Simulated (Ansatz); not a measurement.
## Band-structure calculation of KI

The run: band-structure calculation of KI (P4/mmm, 2 atoms in the cell). Method and program: DFT, PBE, plane waves, PAW, no spin polarisation (Ansatz 0.2.0).

The structure was built on a prototype by a generator. The geometry comes from this level: r2SCAN (a point of a series of strains). It belongs to a series of runs on one base structure; here: epitaxial_xy strain -6.0%. Figures and captions count atoms from 1; the log counts them from 0 in places.

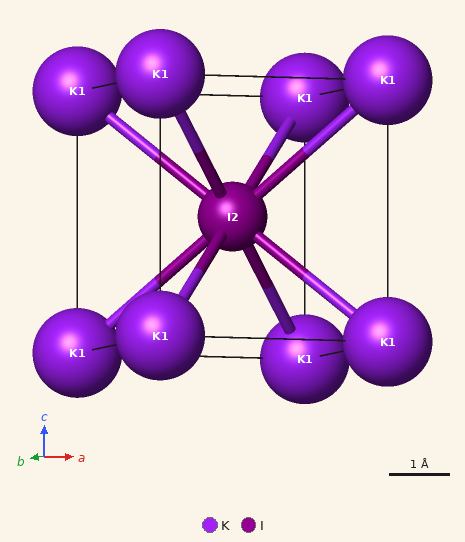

Figure 1. The structure as given in the input (ball-and-stick view of the cell of the calculation, seen at an oblique angle; atoms are numbered from 1 in the order of the input).

Input file
```yaml
crystal:
  lattice:
    - [4.0339128391, 0.0, 0.0]
    - [0.0, 4.0339128391, 0.0]
    - [0.0, 0.0, 4.3744864235]
  atoms:
    - { symbol: K, position: [0.0, 0.0, 0.0] }
    - { symbol: I, position: [0.5, 0.5, 0.5] }
kpoints:
  mp_grid: { grid: [6, 6, 6] }
  band_path:
    path:
      - [0.0, 0.0, 0.0]
      - [0.0, 0.5, 0.0]
      - [0.5, 0.5, 0.0]
      - [0.5, 0.5, 0.5]
      - [0.0, 0.5, 0.5]
    npoints: 1
hamiltonian:
  xc: pbe
scf:
  occupations: { method: fermi_dirac, width: 0.02 }
  n_extra_bands: 4
output:
  forces: true
  stress: true
  eigenvalues: true
  write_density: true
  write_potential: true
  elf: true
  volumetric_format: npy
```

Command:
```bash
ansatz run input.yaml --threads 4 --pin off --max-ram 3686MiB --backend cpu --events-out ev --progress --plain --runs-dir out
```

Output
```
scf.n_extra_bands = 4 over 13 filled bands (N_el = 26.0): the run solves 17 bands
Engine: ansatz 0.2.0, aarch64-unknown-linux-gnu
Pseudopotentials: kind: paw
Pseudopotential: K, paw, valence charge 9, recommended cutoff 420 eV (normal), K.paw.azcp
Pseudopotential: I, paw, valence charge 17, recommended cutoff 420 eV (normal), I.paw.azcp
Functional definition: PBE
  parameter kappa = 0.804
  parameter beta = 0.06672455060314922
  exchange = pbe_x(kappa = kappa, mu = beta*pi^2/3)
  correlation = pbe_c(beta = beta)
Crystal: 2 atoms, lattice volume = 71.184 Å³
Basis set: ecut = 420 eV, 1375 PW (Γ), exchange–correlation on 54×54×60 points (8 copies of the dense FFT grid, shifted against one another)
Bands: 17, of which v1, the nominal top of the filled ones, is band 13 counted from 1 (12 counted from 0)
Symmetry: 16 space group operations
Space group: P4/mmm (ITA 123), of the structure as read, at distance tolerance 4.1e-5 Å
k-points: 40 of 216
Non-local potential: K, projectors of the file, l = 0: 3, l = 1: 2, l = 2: 2
Non-local potential: I, projectors of the file, l = 0: 2, l = 1: 2, l = 2: 2, l = 3: 2
PAW form: soft (Blöchl's): semilocal exchange-correlation on the pseudo side does not see the compensation charge
PAW one-centre angular grid: K, 110 points (default); XC on 64 Gauss nodes
PAW one-centre angular grid: I, 590 points (default); XC on 64 Gauss nodes
Initial density: superposition of atomic densities (neutral atoms: chi_scale 0, normalization atom), corrected by the library's trained network
Initial wavefunctions: pseudopotential atomic-orbital guess
Functional: x = pbe(κ = 0.804, μ = 0.2195149727645171), c = pbe(β = 0.06672455060314922)
SCF iter   1: F=—  HF=-9053.453415 eV  |F-HF|=—  |Δ(HF+E_count)|=         —  Δρ=5.21e-4  dr2=1.91e-4  ethr=1.77e-3  ⟨swp⟩=7.8  Hψ=4088  notcnv=0
preconditioner: auto → Resta (q_TF=auto, 2.307 Å⁻¹)  ε∞=2.4  [insulator: Δε(μ)=3.269 eV  Ē_g=13.875 eV  σ=0.020 eV  W_gap=1.00  n_scr=18 (ndim 8)  ℏωp=16.5 eV  f_vac=0.032  D(μ)=0.00/eV (n_scr^D=0)  ε∞_Penn≈2.4]
SCF iter   2: F=—  HF=-9053.452720 eV  |F-HF|=—  |Δ(HF+E_count)|=   6.95e-4  Δρ=4.22e-4  dr2=2.50e-4  ethr=7.33e-7  ⟨swp⟩=3.1  Hψ=1874  notcnv=0
SCF iter   3: F=—  HF=-9053.452722 eV  |F-HF|=—  |Δ(HF+E_count)|=   1.67e-6  Δρ=2.19e-4  dr2=5.75e-5  ethr=7.33e-7  ⟨swp⟩=2.1  Hψ=863  notcnv=0
SCF iter   4: F=—  HF=-9053.452742 eV  |F-HF|=—  |Δ(HF+E_count)|=   2.05e-5  Δρ=7.95e-5  dr2=6.64e-6  ethr=2.21e-7  ⟨swp⟩=3.0  Hψ=1326  notcnv=0
SCF iter   5: F=—  HF=-9053.452739 eV  |F-HF|=—  |Δ(HF+E_count)|=   2.73e-6  Δρ=1.68e-5  dr2=2.46e-7  ethr=2.56e-8  ⟨swp⟩=2.0  Hψ=1200  notcnv=0
SCF iter   6: F=-9053.452739 eV  HF=-9053.452739 eV  |F-HF|=5.83e-8  |Δ(HF+E_count)|=   8.15e-8  Δρ=5.90e-6  dr2=3.94e-8  ethr=3.85e-10  ⟨swp⟩=10.7  Hψ=4994  notcnv=0
SCF 1 converged in 6 iterations: F = -9053.452739 eV  dr2 = 3.94e-8
  greatest PAW one-centre occupation: 0.999 electrons in one spin orbital (limit 2), on the I atom at site 1 (counted from 0), in its partial waves of l = 2
NSCF: frozen V_eff on 5 k-points
SCF converged after 6 iterations
Free energy (F): -9053.452739 eV
Harris-Foulkes:  -9053.452739 eV  (|F-HF|=5.83e-8)
Internal energy: -9053.452739 eV  (E = F + TS)
E sigma→0 (E₀):  -9053.452739 eV
Fermi energy:    6.788469 eV
--- Per-component energies (eV) ---
  E_band       = -470.834653
  E_kinetic    = 444.293833
  E_local      = -2519.982920  (includes V_loc(G=0)·N_el)
  E_nonlocal   = -77.444321
  E_hartree    = 1211.939135
  E_xc         = -264.140556
  E_vxc        = -294.727977  (∫ρ·V_xc dr)
  E_paw        = -5598.896867  (= ΣΔE_a)
  E_vpaw       = -446.840596  (= ΣTr[D̂ρ^β])
  E_aug_tail   = -0.000013  (compensation charges beyond the density's cutoff)
  E_ewald      = -2249.221030
  E_smearing   = -0.000000  (= −TS)
  E_closure    = -0.000000  (closes the sum)
  Σ components = -9053.452739   (vs F -9053.452739, Δ=0.00e0)
--- Forces (eV/Å), atoms counted from 1 ---
  atom   1  K     -0.00000000     0.00000000     0.00000000
  atom   2  I      0.00000000     0.00000000     0.00000000
  max |Σ_I F_I| component: 4.34e-29 eV/Å
--- Stress (GPa, compression-positive) ---
        3.439576       0.000000       0.000000
        0.000000       3.439576       0.000000
        0.000000       0.000000       0.612089
  P = ⅓ Tr σ = 2.4971 GPa (24.971 kbar)
--- Band table (eV; the first three rows and the last of 40) ---
  k-point 0: bands = ["-38.4463", "-38.4423", "-38.4423", "-38.4250", "-38.4243", "-24.3896", "-7.8489", "-7.8377", "-7.8377", "-6.5146", "4.1415", "4.7511", "4.7511", "8.4186", "9.4584", "9.6646", "13.2523"]
  k-point 1: bands = ["-38.4462", "-38.4423", "-38.4423", "-38.4250", "-38.4242", "-24.3886", "-7.9190", "-7.8350", "-7.8350", "-6.4071", "3.5309", "4.7496", "4.7496", "9.2256", "9.8507", "9.9107", "13.2874"]
  k-point 2: bands = ["-38.4460", "-38.4424", "-38.4424", "-38.4250", "-38.4243", "-24.3865", "-8.0385", "-7.8294", "-7.8294", "-6.2072", "2.6487", "4.7458", "4.7458", "10.2359", "10.3848", "11.3842", "12.8670"]
  k-point 39: bands = ["-38.4453", "-38.4427", "-38.4427", "-38.4255", "-38.4223", "-24.3656", "-7.9649", "-7.9649", "-7.8798", "-5.7941", "2.8891", "2.8891", "3.1156", "10.5078", "10.7087", "10.7087", "13.7187"]
```

File bands.tsv
```
# k_distance	band_0	band_1	band_2	band_3	band_4	band_5	band_6	band_7	band_8	band_9	band_10	band_11	band_12	band_13	band_14	band_15	band_16
# fermi_ev = 6.788469
# lock_threshold_ev = 1e-6
# [0, 0, 0] at k_distance = 0.000000
# [0, 0.5, 0] at k_distance = 0.778795
# [0.5, 0.5, 0] at k_distance = 1.557591
# [0.5, 0.5, 0.5] at k_distance = 2.275753
# [0, 0.5, 0.5] at k_distance = 3.054549
# levels_relative_to = fermi_ev
# free_energy_ev = -9053.452739
# largest_residual_norms_ev = 5.861e-4 5.384e-4 5.266e-4 4.343e-4 4.616e-4 1.261e-3 5.214e-4 5.940e-4 8.551e-4 7.203e-4 6.776e-4 1.012e-3 9.319e-4 3.829e-4 1.149e-3 1.628e-3 1.465e-3
0.000000	-45.234759	-45.230791	-45.230791	-45.213466	-45.212722	-31.178069	-14.637374	-14.626199	-14.626199	-13.303119	-2.646938	-2.037327	-2.037327	1.630121	2.669981	2.876094	6.463843
0.778795	-45.234440	-45.231071	-45.230779	-45.213717	-45.211735	-31.167483	-14.918333	-14.612382	-14.606128	-12.807561	-4.558383	-2.560144	-1.907579	3.818597	4.184450	5.244678	5.861647
1.557591	-45.234109	-45.231049	-45.231049	-45.213995	-45.210786	-31.157443	-14.774951	-14.774951	-14.594926	-12.736340	-3.827346	-3.827346	-2.113427	2.066756	3.465718	4.440578	4.440578
2.275753	-45.233732	-45.231121	-45.231121	-45.213994	-45.210778	-31.154063	-14.753357	-14.753357	-14.668240	-12.582615	-3.899364	-3.899364	-3.672879	3.719313	3.920193	3.920193	6.930274
3.054549	-45.234067	-45.231134	-45.230857	-45.213704	-45.211737	-31.163717	-14.790110	-14.703501	-14.599323	-12.871188	-3.984370	-3.704921	-1.645347	1.909827	4.093323	5.081365	5.229741
```

File rho_z.tsv
```
# z_ang	rho[e/angstrom^3]
# format = ansatz-planar-average/11
# lattice	4.033912839	0.000000000	0.000000000
# lattice	0.000000000	4.033912839	0.000000000
# lattice	0.000000000	0.000000000	4.374486423
# sites	2
# site	19	0.000000000	0.000000000	0.000000000
# site	53	2.016956420	2.016956420	2.187243212
0.000000	4.404313e-1
0.145816	4.244842e-1
0.291632	3.759228e-1
0.437449	3.014331e-1
0.583265	2.210234e-1
0.729081	1.581271e-1
0.874897	1.242521e-1
1.020713	1.189430e-1
1.166530	1.358934e-1
1.312346	1.697035e-1
1.458162	2.185044e-1
1.603978	3.151084e-1
1.749795	5.021405e-1
1.895611	7.430389e-1
2.041427	9.414419e-1
2.187243	1.017112e0
2.333059	9.414419e-1
2.478876	7.430389e-1
2.624692	5.021405e-1
2.770508	3.151084e-1
2.916324	2.185044e-1
3.062140	1.697035e-1
3.207957	1.358934e-1
3.353773	1.189430e-1
3.499589	1.242521e-1
3.645405	1.581271e-1
3.791222	2.210234e-1
3.937038	3.014331e-1
4.082854	3.759228e-1
4.228670	4.244842e-1
```

File v_z.tsv
```
# z_ang	v_es[eV]	v_tot[eV]
# format = ansatz-planar-average/11
# xc	pbe
# density_cutoff_ev	1680
# datasets	K=:simpson_from_first_knot:soft	I=:simpson_from_first_knot:soft
# lattice	4.033912839	0.000000000	0.000000000
# lattice	0.000000000	4.033912839	0.000000000
# lattice	0.000000000	0.000000000	4.374486423
# sites	2
# site	19	0.000000000	0.000000000	0.000000000
# site	53	2.016956420	2.016956420	2.187243212
0.000000	1.398014e0	-6.927754e0
0.145816	1.627905e0	-6.499386e0
0.291632	2.300164e0	-5.619391e0
0.437449	3.348147e0	-4.416343e0
0.583265	4.611395e0	-2.946536e0
0.729081	5.818188e0	-1.557215e0
0.874897	6.667685e0	-6.047691e-1
1.020713	6.980677e0	-3.486071e-1
1.166530	6.713552e0	-8.286192e-1
1.312346	6.010806e0	-1.871756e0
1.458162	5.247213e0	-3.046683e0
1.603978	4.768609e0	-3.983454e0
1.749795	4.692780e0	-4.497231e0
1.895611	4.925796e0	-4.623942e0
2.041427	5.237273e0	-4.511574e0
2.187243	5.377785e0	-4.436050e0
2.333059	5.237273e0	-4.511574e0
2.478876	4.925796e0	-4.623942e0
2.624692	4.692780e0	-4.497231e0
2.770508	4.768609e0	-3.983454e0
2.916324	5.247213e0	-3.046683e0
3.062140	6.010806e0	-1.871756e0
3.207957	6.713552e0	-8.286192e-1
3.353773	6.980677e0	-3.486071e-1
3.499589	6.667685e0	-6.047691e-1
3.645405	5.818188e0	-1.557215e0
3.791222	4.611395e0	-2.946536e0
3.937038	3.348147e0	-4.416343e0
4.082854	2.300164e0	-5.619391e0
4.228670	1.627905e0	-6.499386e0
```

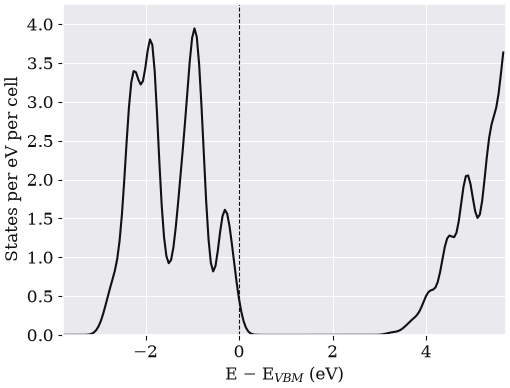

Figure 2. Density of states (the curve is built from the levels of the k mesh with Gaussians 0.3 eV wide, which also blur the band edges), with energies from the valence-band top. There is a gap of 3.28 eV on the k-point mesh. Small ripples come from the finite k-point mesh.

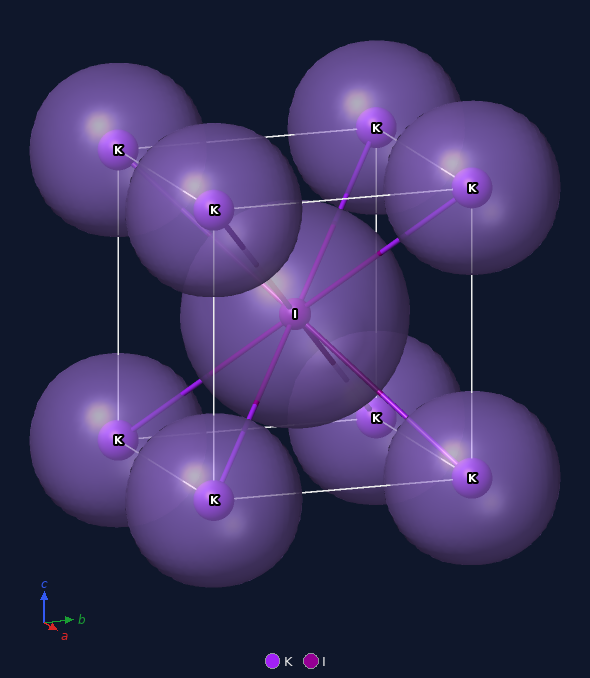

Figure 3. Isosurface of the valence electron density at 0.1 e/Å³ (purple), seen slightly off an axis. Sticks mark near contacts. The outline is the cell set on symmetry axes. At this value the density breaks into separate islands; it holds about 90 % of the electrons treated as valence (semicore included). It is pinched off along the K–I (3.59 Å) contacts. On the grid the lowest density along these lines, outside the cores, is 0.06 e/Å³ (K–I, 3.59 Å). Core electrons are frozen (PAW), so the fields are smoothed inside the atomic spheres.

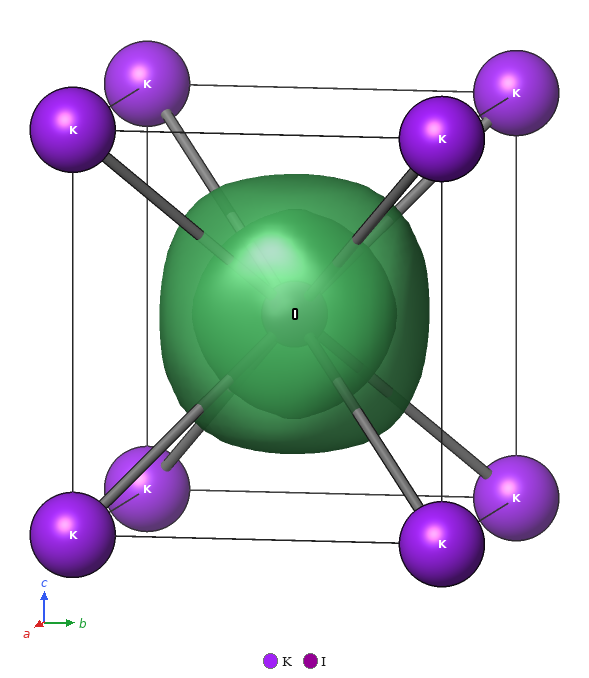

Figure 4. Isosurface of the ELF at 0.7 (green), seen slightly off an axis. Core shells and regions of very low density are left out. Sticks mark near contacts. The outline is the cell set on symmetry axes. Values along the shortest contacts:

Results in brief

```csv
quantity,value
outcome,converged
space group (tolerance 0.01 Å),P4/mmm (123)
electrons treated,26
free energy,−9053.4527 eV
Fermi energy,6.788 eV
gap on the k-point mesh,3.28 eV
pressure,2.50 GPa
largest force (length of the vector),under 0.001 eV/Å
hardware,"4 threads of an Arm (aarch64) CPU, shared host"
wall time,2.4 s (CPU time 7.6 s)
peak memory,0.42 GiB
```

Spin-orbit coupling is left out, which matters for I.
